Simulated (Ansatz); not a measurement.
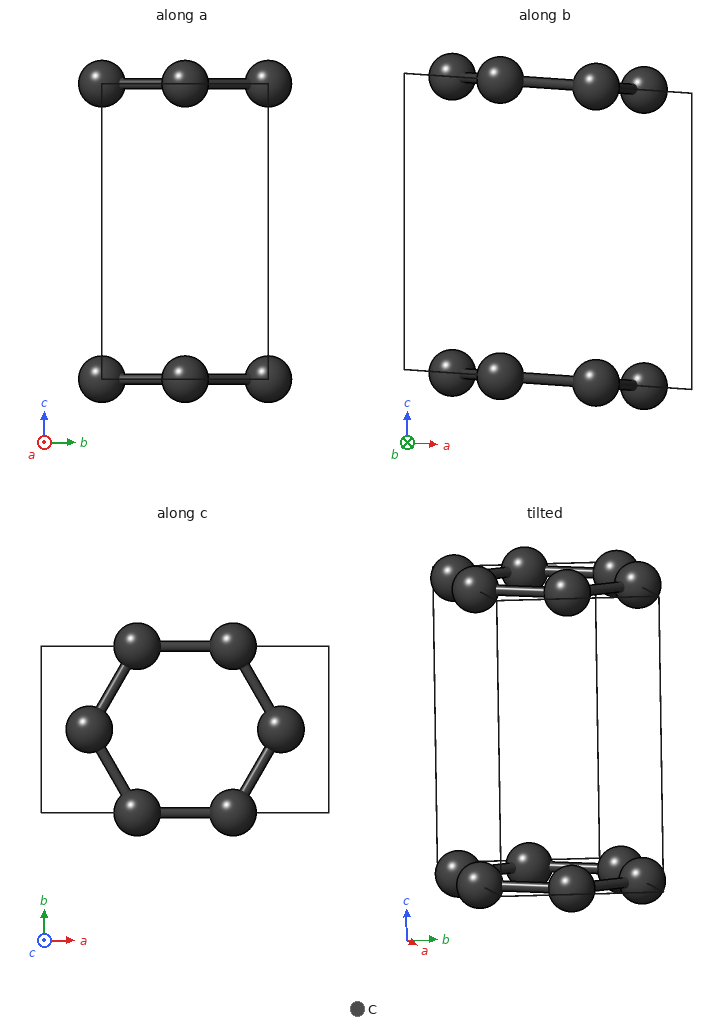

We look at a ball-and-stick model of the crystal along the a axis, along the b axis, along the c axis and slightly off an axis. One conventional unit cell is framed, with atoms on its boundary repeated.

Lattice parameters: a = 4.273 Å, b = 2.467 Å, c = 4.392 Å, α = 90.00°, β = 93.96°, γ = 90.00°.

Give the structure in the form of a table of Wyckoff sites.

Answer. Space group C2/m (No. 12).
```
atom  site       x       y       z
   C    4i  0.3333  0.0000  0.0000
```

Starting structure: a random cell made by a generator, so it need not be a real form of the element. It was relaxed at fixed volume with DFT PBE, scalar-relativistic, plane waves, PAW in Ansatz 0.2.0.
